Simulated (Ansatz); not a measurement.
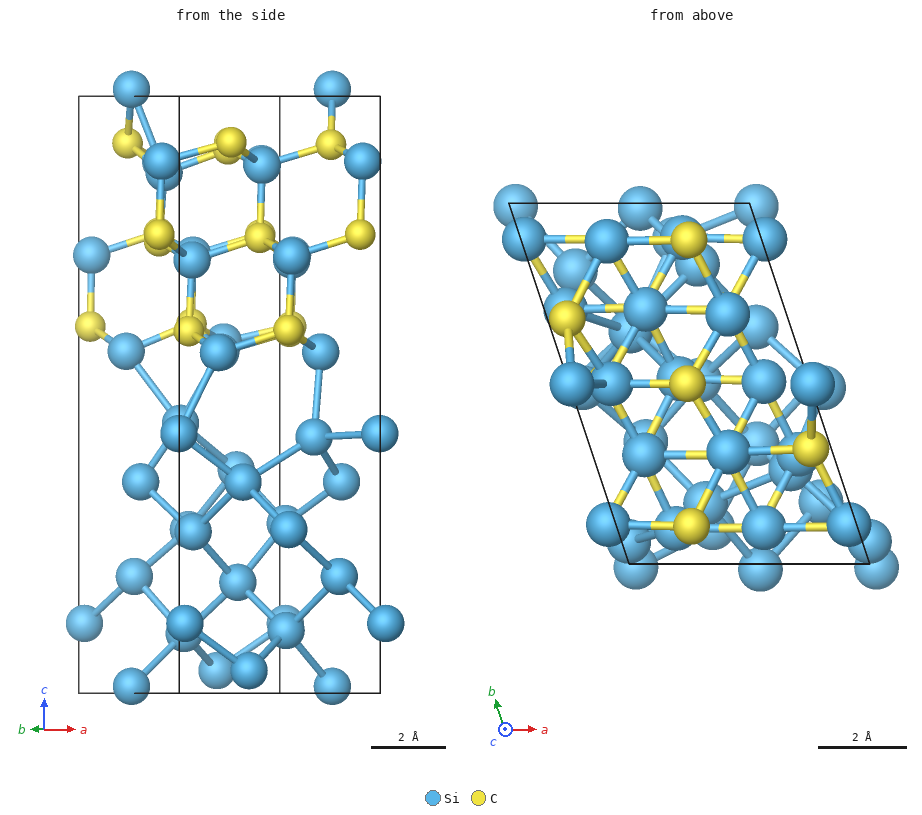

A ball-and-stick picture of a periodic stack of two materials, seen from the side and from above; the box is the simulation cell in a reduced setting, and 1×1 cells are drawn in the plane (a layer on the cell's face shows at both ends).

### Which crystals and which planes make up the interface?

Si (1 0 0) (Fd-3m, 18 atoms) and SiC (1 1 1) (F-43m, 30 atoms).

### Give the in-plane cell and the period of the stack.

The in-plane vectors are 5.47 and 8.65 Å long, those of Si, to which SiC is strained; the stack repeats after 16.3 Å.

The atoms and the stacking vector were relaxed with DFT PBE, scalar-relativistic, plane waves, PAW (Ansatz 0.2.0), the in-plane cell held. The two parents, named as they started, are listed structures, not always the stable forms, and thin layers can change their stacking on relaxation.
